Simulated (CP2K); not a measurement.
**Geometry relaxation, with input and output: BN (part 3 of 4)**

The same run, continued: BN (P6₃mc, 4 atoms in the cell); DFTB (no charge self-consistency), tables shipped with the program (CP2K 2026.2); 9×9×5 k-mesh. The structure was built on a prototype by a generator. The geometry comes from this level: r2SCAN.

Geometry of the input (Å; fractional positions):
```
2.5439  0.0000  0.0000
-1.2720  2.2031  0.0000
-0.0000  -0.0000  4.2078
B  0.3333  0.6667  0.0002
B  0.6667  0.3333  0.5002
N  0.3333  0.6667  0.3748
N  0.6667  0.3333  0.8748
```

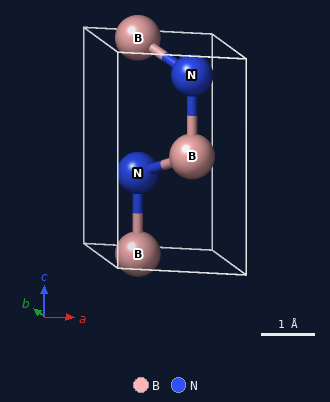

Fig. 1: The input geometry (ball-and-stick view of the cell of the calculation, seen slightly off an axis).

The program's output, continued
```
 STRESS| Eigenvectors and eigenvalues of the analytical stress tensor [bar]
 STRESS|                        1                   2                   3
 STRESS| Eigenvalues  -7.06534278252E+04   4.68292996454E+03   2.76380676319E+04
 STRESS|      x           0.502881062661      0.000000000322      0.864355619417
 STRESS|      y           0.864355619417     -0.000000000010     -0.502881062661
 STRESS|      z          -0.000000000153      1.000000000000     -0.000000000284

 SPGR STRESS| Symmetrized stress tensor [GPa]
 SPGR STRESS|                        x                   y                   z
 SPGR STRESS|      x       -2.05512304153E+00  -2.91750036530E-02  -1.02935055558E-19
 SPGR STRESS|      y       -2.91750036530E-02  -2.08828598717E+00  -3.12521720301E-19
 SPGR STRESS|      z       -1.02935055558E-19  -3.12521720301E-19   4.68292996454E-01
 SPGR STRESS| 1/3 Trace                                            -1.22503867742E+00
 SPGR STRESS| Determinant                                           2.00936726235E+00

 SPGR STRESS| Eigenvectors and eigenvalues of the symmetrized stress tensor [GPa]
 SPGR STRESS|                        1                   2                   3
 SPGR STRESS| Eigenvalues  -2.10526231641E+00  -2.03814671229E+00   4.68292996454E-01
 SPGR STRESS|      x           0.502933011557      0.864325393522     -0.000000000000
 SPGR STRESS|      y           0.864325393522     -0.502933011557     -0.000000000000
 SPGR STRESS|      z           0.000000000000     -0.000000000000      1.000000000000

 OPT| **************************************************************************
 OPT| Step number                                                              6
 OPT| Optimization method                                                   BFGS
 OPT| Total energy [hartree]                                       -6.9890192480
 OPT| Internal pressure [bar]                                  -12250.3867741700
 OPT| Effective energy change [hartree]                            -0.0001579436
 OPT| Predicted energy change [hartree]                            -0.0000917478
 OPT| Scaling factor                                                0.0000000000
 OPT| Step size                                                     0.0383311467
 OPT| Trust radius                                                  0.4724315332
 OPT| Decrease in energy                                                     YES
 OPT| Used time [s]                                                        0.615
 OPT|
 OPT| Maximum step size                                             0.0383311467
 OPT| Convergence limit for maximum step size                       0.0030000000
 OPT| Maximum step size is converged                                          NO
 OPT|
 OPT| RMS step size                                                 0.0095424978
 OPT| Convergence limit for RMS step size                           0.0015000000
 OPT| RMS step size is converged                                              NO
 OPT|
 OPT| Maximum gradient                                              0.0028515637
 OPT| Convergence limit for maximum gradient                        0.0003000000
 OPT| Maximum gradient is converged                                           NO
 OPT|
 OPT| RMS gradient                                                  0.0009027241
 OPT| Convergence limit for RMS gradient                            0.0003000000
 OPT| RMS gradient is converged                                               NO
 OPT|
 OPT| Pressure deviation [bar]                                 -12250.3867741700
 OPT| Pressure tolerance [bar]                                    300.0000000000
 OPT| Pressure is converged                                                   NO
 OPT| **************************************************************************
 OPT| Estimated peak process memory after this step [MiB]                    156

 --------------------------
 OPTIMIZATION STEP:      7
 --------------------------

 CELL| Volume [angstrom^3]:                                            25.536727
 CELL| Vector a [angstrom]:       2.603     0.000     0.000   |a| =     2.602573
 CELL| Vector b [angstrom]:      -1.272     2.271     0.000   |b| =     2.602836
 CELL| Vector c [angstrom]:      -0.000    -0.000     4.321   |c| =     4.320959
 CELL| Angle (b,c), alpha [degree]:                                    90.000000
 CELL| Angle (a,c), beta  [degree]:                                    90.000000
 CELL| Angle (a,b), gamma [degree]:                                   119.256602
 CELL| Numerically orthorhombic:                                              NO
 CELL| Periodicity                                                           XYZ

 Extrapolation method: ASPC

 Number of electrons:                                                         16
 Number of occupied orbitals:                                                  8
 Number of molecular orbitals:                                                16

 Number of orbital functions:                                                 16
 Number of independent orbital functions:                                     16

 Diagonalization                       Time:      0.26             -6.9890920425
  Core Hamiltonian energy:                                     -7.47516400956103
  Repulsive potential energy:                                   0.48607196702437
  Dispersion energy:                                            0.00000000000000
  Electronic entropic energy:                                  -0.00000000000000
  Fermi energy:                                                -0.16722687587364

  Total energy:                                                -6.98909204253667

 ENERGY| Total FORCE_EVAL ( QS ) energy [hartree]             -6.989092042536665

 FORCES| Atomic forces [hartree/bohr]
 FORCES|   Atom     x               y               z               |f|
 FORCES|      1  4.29966421E-04 -2.58752629E-04 -2.30258349E-04   5.52125849E-04
 FORCES|      2 -4.29966416E-04  2.58752628E-04 -2.30258354E-04   5.52125847E-04
 FORCES|      3  2.18120756E-05 -1.52606354E-05  2.30258353E-04   2.31792068E-04
 FORCES|      4 -2.18120800E-05  1.52606359E-05  2.30258349E-04   2.31792065E-04
 FORCES| Sum     5.63785130E-17  6.15826834E-17 -6.07153217E-17
 FORCES| Total atomic force                                       1.03234267E-16

 STRESS| Analytical stress tensor [bar]
 STRESS|                        x                   y                   z
 STRESS|      x        1.69958198007E+04  -4.00218877188E+04   1.11889934341E-06
 STRESS|      y       -4.00218877188E+04  -2.86819967068E+04   8.08975461614E-07
 STRESS|      z        1.11889934341E-06   8.08975461614E-07  -4.54045169351E+03
 STRESS| 1/3 Trace                                            -5.40887619987E+03
 STRESS| Determinant                                           9.48602765995E+12

 STRESS| Eigenvectors and eigenvalues of the analytical stress tensor [bar]
 STRESS|                        1                   2                   3
 STRESS| Eigenvalues  -5.19230974244E+04  -4.54045169351E+03   4.02369205183E+04
 STRESS|      x           0.502177292738      0.000000000003      0.864764688605
 STRESS|      y           0.864764688605      0.000000000029     -0.502177292738
 STRESS|      z          -0.000000000027      1.000000000000      0.000000000013

 SPGR STRESS| Symmetrized stress tensor [GPa]
 SPGR STRESS|                        x                   y                   z
 SPGR STRESS|      x       -5.11831391398E-01  -6.68503397678E-03   2.46827379446E-19
 SPGR STRESS|      y       -6.68503397678E-03  -5.19459172769E-01   1.52455863115E-19
 SPGR STRESS|      z        2.46827379446E-19   1.52455863115E-19  -4.54045169351E-01
 SPGR STRESS| 1/3 Trace                                            -4.95111911173E-01
 SPGR STRESS| Determinant                                          -1.20699200364E-01

 SPGR STRESS| Eigenvectors and eigenvalues of the symmetrized stress tensor [GPa]
 SPGR STRESS|                        1                   2                   3
 SPGR STRESS| Eigenvalues  -5.23341738504E-01  -5.07948825663E-01  -4.54045169351E-01
 SPGR STRESS|      x           0.502225781871      0.864736528675      0.000000000000
 SPGR STRESS|      y           0.864736528675     -0.502225781871      0.000000000000
 SPGR STRESS|      z          -0.000000000000     -0.000000000000      1.000000000000

 OPT| **************************************************************************
 OPT| Step number                                                              7
 OPT| Optimization method                                                   BFGS
 OPT| Total energy [hartree]                                       -6.9890920425
 OPT| Internal pressure [bar]                                   -4951.1191117275
 OPT| Effective energy change [hartree]                            -0.0000727945
 OPT| Predicted energy change [hartree]                            -0.0000300811
 OPT| Scaling factor                                                0.0000000000
 OPT| Step size                                                     0.0125354507
 OPT| Trust radius                                                  0.4724315332
 OPT| Decrease in energy                                                     YES
 OPT| Used time [s]                                                        0.624
 OPT|
 OPT| Maximum step size                                             0.0125354507
 OPT| Convergence limit for maximum step size                       0.0030000000
 OPT| Maximum step size is converged                                          NO
 OPT|
 OPT| RMS step size                                                 0.0045465660
 OPT| Convergence limit for RMS step size                           0.0015000000
 OPT| RMS step size is converged                                              NO
 OPT|
 OPT| Maximum gradient                                              0.0007090462
 OPT| Convergence limit for maximum gradient                        0.0003000000
 OPT| Maximum gradient is converged                                           NO
 OPT|
 OPT| RMS gradient                                                  0.0002568042
 OPT| Convergence limit for RMS gradient                            0.0003000000
 OPT| RMS gradient is converged                                              YES
 OPT|
 OPT| Pressure deviation [bar]                                  -4951.1191117275
 OPT| Pressure tolerance [bar]                                    300.0000000000
 OPT| Pressure is converged                                                   NO
 OPT| **************************************************************************
 OPT| Estimated peak process memory after this step [MiB]                    157

 --------------------------
 OPTIMIZATION STEP:      8
 --------------------------

 CELL| Volume [angstrom^3]:                                            25.496252
 CELL| Vector a [angstrom]:       2.601     0.000     0.000   |a| =     2.601113
 CELL| Vector b [angstrom]:      -1.272     2.269     0.000   |b| =     2.601370
 CELL| Vector c [angstrom]:      -0.000    -0.000     4.320   |c| =     4.319737
 CELL| Angle (b,c), alpha [degree]:                                    90.000000
 CELL| Angle (a,c), beta  [degree]:                                    90.000000
 CELL| Angle (a,b), gamma [degree]:                                   119.274913
 CELL| Numerically orthorhombic:                                              NO
 CELL| Periodicity                                                           XYZ

 Extrapolation method: ASPC

 Number of electrons:                                                         16
 Number of occupied orbitals:                                                  8
 Number of molecular orbitals:                                                16

 Number of orbital functions:                                                 16
 Number of independent orbital functions:                                     16

 Diagonalization                       Time:      0.25             -6.9891052370
  Core Hamiltonian energy:                                     -7.47645523269814
  Repulsive potential energy:                                   0.48734999569551
  Dispersion energy:                                            0.00000000000000
  Electronic entropic energy:                                  -0.00000000000000
  Fermi energy:                                                -0.16638514214212

  Total energy:                                                -6.98910523700263

 ENERGY| Total FORCE_EVAL ( QS ) energy [hartree]             -6.989105237002629

 FORCES| Atomic forces [hartree/bohr]
 FORCES|   Atom     x               y               z               |f|
 FORCES|      1  4.00095609E-04 -2.40771161E-04 -1.16971097E-04   4.81382889E-04
 FORCES|      2 -4.00095606E-04  2.40771162E-04 -1.16971089E-04   4.81382885E-04
 FORCES|      3  2.82857803E-06 -3.85581696E-06  1.16971088E-04   1.17068798E-04
 FORCES|      4 -2.82858059E-06  3.85581600E-06  1.16971099E-04   1.17068809E-04
 FORCES| Sum     2.77555756E-17 -5.63785130E-18  5.89805982E-17
 FORCES| Total atomic force                                       6.54283448E-17

 STRESS| Analytical stress tensor [bar]
 STRESS|                        x                   y                   z
 STRESS|      x        2.14132217733E+04  -3.92688446173E+04  -3.94867198143E-06
 STRESS|      y       -3.92688446173E+04  -2.34386876528E+04  -7.65463826167E-07
 STRESS|      z       -3.94867198143E-06  -7.65463826167E-07  -1.84559579393E+03
 STRESS| 1/3 Trace                                            -1.29035389112E+03
 STRESS| Determinant                                           3.77228701973E+12

 STRESS| Eigenvectors and eigenvalues of the analytical stress tensor [bar]
 STRESS|                        1                   2                   3
 STRESS| Eigenvalues  -4.62340288341E+04  -1.84559579393E+03   4.42085629546E+04
 STRESS|      x           0.502037951370      0.000000000027      0.864845590487
 STRESS|      y           0.864845590487     -0.000000000085     -0.502037951370
 STRESS|      z           0.000000000060      1.000000000000     -0.000000000066

 SPGR STRESS| Symmetrized stress tensor [GPa]
 SPGR STRESS|                        x                   y                   z
 SPGR STRESS|      x       -3.51845893805E-02  -4.48105186146E-04   1.28086265358E-19
 SPGR STRESS|      y       -4.48105186146E-04  -3.56962769066E-02   5.24292761082E-20
 SPGR STRESS|      z        1.28086265358E-19   5.24292761082E-20  -1.84559579393E-01
 SPGR STRESS| 1/3 Trace                                            -8.51468152268E-02
 SPGR STRESS| Determinant                                          -2.31762176995E-04

 SPGR STRESS| Eigenvectors and eigenvalues of the symmetrized stress tensor [GPa]
 SPGR STRESS|                        1                   2                   3
 SPGR STRESS| Eigenvalues  -1.84559579393E-01  -3.59564314856E-02  -3.49244348016E-02
 SPGR STRESS|      x          -0.000000000000      0.502084236251      0.864818720720
 SPGR STRESS|      y          -0.000000000000      0.864818720720     -0.502084236251
 SPGR STRESS|      z           1.000000000000      0.000000000000      0.000000000000

 OPT| **************************************************************************
 OPT| Step number                                                              8
 OPT| Optimization method                                                   BFGS
 OPT| Total energy [hartree]                                       -6.9891052370
 OPT| Internal pressure [bar]                                    -851.4681522677
 OPT| Effective energy change [hartree]                            -0.0000131945
 OPT| Predicted energy change [hartree]                            -0.0000025144
 OPT| Scaling factor                                                0.0000000000
 OPT| Step size                                                     0.0031846924
 OPT| Trust radius                                                  0.4724315332
 OPT| Decrease in energy                                                     YES
 OPT| Used time [s]                                                        0.621
 OPT|
 OPT| Maximum step size                                             0.0031846924
 OPT| Convergence limit for maximum step size                       0.0030000000
 OPT| Maximum step size is converged                                          NO
 OPT|
 OPT| RMS step size                                                 0.0011452076
 OPT| Convergence limit for RMS step size                           0.0015000000
 OPT| RMS step size is converged                                             YES
 OPT|
 OPT| Maximum gradient                                              0.0001322196
 OPT| Convergence limit for maximum gradient                        0.0003000000
 OPT| Maximum gradient is converged                                          YES
 OPT|
 OPT| RMS gradient                                                  0.0000639269
 OPT| Convergence limit for RMS gradient                            0.0003000000
 OPT| RMS gradient is converged                                              YES
 OPT|
 OPT| Pressure deviation [bar]                                   -851.4681522677
 OPT| Pressure tolerance [bar]                                    300.0000000000
 OPT| Pressure is converged                                                   NO
 OPT| **************************************************************************
 OPT| Estimated peak process memory after this step [MiB]                    157

 --------------------------
 OPTIMIZATION STEP:      9
 --------------------------
```
